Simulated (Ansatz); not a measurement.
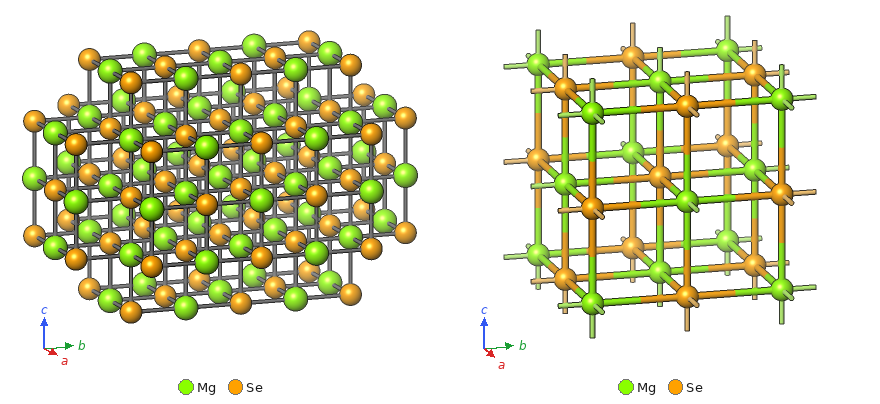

Left: the structure. Right: its underlying net. Nodes are coloured by element. Edges to nodes outside the piece are drawn as stubs.

MgSe (space group Fm-3m, No. 225). Coordinates: the geometry relaxed with Ansatz 0.2.0, DFT, HSE06, plane waves, PAW.

Bonds are taken as Mg–Se below 3.1 Å; no other contact counts. The graph is simplified in the usual way: terminal and isolated atoms are pruned, two-connected atoms become edges.

The result is a uninodal 6-connected, three-periodic net: Mg and Se are 6-connected nodes. It is the pcu net, known from NaCl, ReO3 and the B-X framework of perovskite. It is a single net, without interpenetration.

```
     node  links  point symbol  coordination sequence
Mg and Se      6        4¹²·6³             6 18 38 66
```
